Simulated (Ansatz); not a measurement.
As (Fd-3m, No. 227): the geometry relaxed with DFT, PBE, plane waves (420 eV) with PAW, scalar-relativistic in Ansatz; the starting structure was generated, so it need not be a known form of this composition.

```cif
data_structure
_symmetry_space_group_name_H-M 'P 1'
_symmetry_Int_Tables_number 1
_cell_length_a 6.1161
_cell_length_b 6.1161
_cell_length_c 6.1161
_cell_angle_alpha 90.000
_cell_angle_beta 90.000
_cell_angle_gamma 90.000
_cell_volume 228.79
loop_
_atom_site_label
_atom_site_type_symbol
_atom_site_fract_x
_atom_site_fract_y
_atom_site_fract_z
_atom_site_occupancy
As1 As 0.75000 0.75000 0.75000 1
As2 As 0.00000 0.50000 0.00000 1
As3 As 0.75000 0.25000 0.25000 1
As4 As 0.00000 0.00000 0.50000 1
As5 As 0.25000 0.75000 0.25000 1
As6 As 0.50000 0.50000 0.50000 1
As7 As 0.25000 0.25000 0.75000 1
As8 As 0.50000 0.00000 0.00000 1
```

Question: What will a Z-contrast image along [001] show? Simulation: incoherent imaging, intensity Z^1.8 per atom, probe width 1.12 Å, thin sample. The probe carries 15 % of its weight in a tail 2.5 times as wide. Shot noise was added.

Answer: The columns repeat on a square net with a repeat of 2.16 Å (plane group p4mm). All columns are alike (As). The shortest distance between visible columns is 2.16 Å in projection. Along the beam the structure repeats every 6.12 Å.

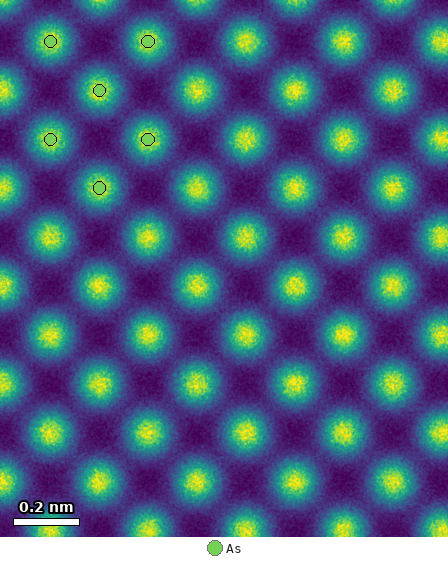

The simulated image, with the columns of the model marked in one corner.
